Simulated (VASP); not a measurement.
Crystal: GaSb, the geometry relaxed with VASP Kohn-Sham DFT of a periodic cell, PBEsol0, VASP PAW PBE potentials, recommended in VASP 6.6.1.

```cif
data_structure
_symmetry_space_group_name_H-M 'P 1'
_symmetry_Int_Tables_number 1
_cell_length_a 6.0548
_cell_length_b 6.0548
_cell_length_c 6.0548
_cell_angle_alpha 90.000
_cell_angle_beta 90.000
_cell_angle_gamma 90.000
_cell_volume 221.97
loop_
_atom_site_label
_atom_site_type_symbol
_atom_site_fract_x
_atom_site_fract_y
_atom_site_fract_z
_atom_site_occupancy
Sb1 Sb 0.75000 0.25000 0.75000 1
Ga1 Ga 0.50000 0.00000 0.50000 1
Sb2 Sb 0.75000 0.75000 0.25000 1
Ga2 Ga 0.50000 0.50000 0.00000 1
Sb3 Sb 0.25000 0.25000 0.25000 1
Ga3 Ga 0.00000 0.00000 0.00000 1
Sb4 Sb 0.25000 0.75000 0.75000 1
Ga4 Ga 0.00000 0.50000 0.50000 1
```

Question: What does its first Brillouin zone look like, and which path through it is standard?

Answer: It has a face-centred cubic lattice (cF; extended symbol cF2). The zone is a truncated octahedron in its combinatorial type: 14 faces (6 with 4 edges, 8 with 6 edges), 36 edges, 24 vertices. Path: Γ–X–U | K–Γ–L–W–X.

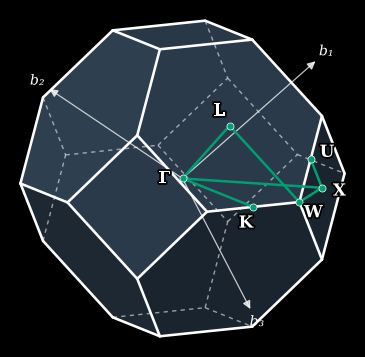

Labels and path follow the convention of Hinuma et al. (2017), as computed by seekpath; the arrows show the directions of the reciprocal primitive vectors b₁, b₂, b₃, in which coordinates are given; lengths include the factor 2π.

```csv
point,k₁,k₂,k₃,length of k (1/Å)
Γ,0,0,0,0.000
X,1/2,0,1/2,1.038
L,1/2,1/2,1/2,0.899
W,1/2,1/4,3/4,1.160
K,3/8,3/8,3/4,1.101
U,5/8,1/4,5/8,1.101
```
